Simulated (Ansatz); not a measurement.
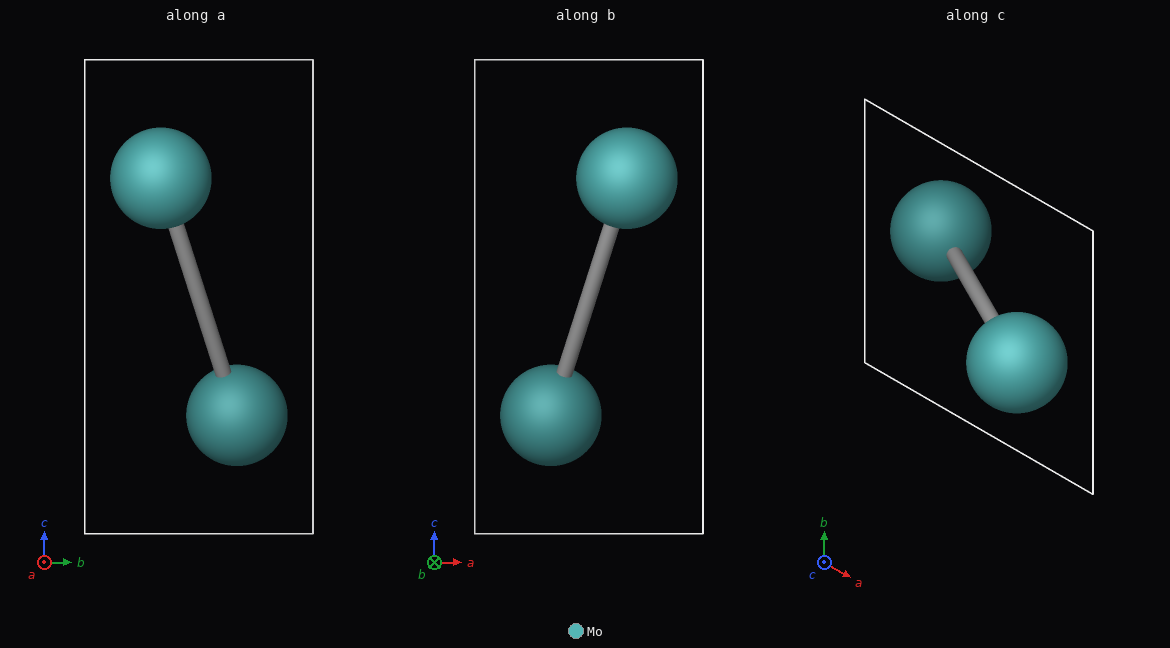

We look at a ball-and-stick model of the crystal along the a axis, along the b axis and along the c axis. The box is the conventional unit cell; atoms on or close to its faces, edges and corners are drawn wherever they repeat.

Lattice parameters: a = 2.7365 Å, b = 2.7365 Å, c = 4.9263 Å, α = 90.000°, β = 90.000°, γ = 120.000°.

Question: Reconstruct the structure as a CIF in P1 with every atom of the cell.

Answer:
```cif
data_structure
_symmetry_space_group_name_H-M 'P 1'
_symmetry_Int_Tables_number 1
_cell_length_a 2.7365
_cell_length_b 2.7365
_cell_length_c 4.9263
_cell_angle_alpha 90.000
_cell_angle_beta 90.000
_cell_angle_gamma 120.000
_cell_volume 31.95
loop_
_atom_site_label
_atom_site_type_symbol
_atom_site_fract_x
_atom_site_fract_y
_atom_site_fract_z
_atom_site_occupancy
Mo1 Mo 0.3333 0.6667 0.2500 1
Mo2 Mo 0.6667 0.3333 0.7500 1
```

Starting structure: a textbook structure type filled with this element (whether it is the usual form wasn't checked). It was relaxed with DFT r2SCAN, scalar-relativistic, plane waves, PAW in Ansatz 0.2.0.
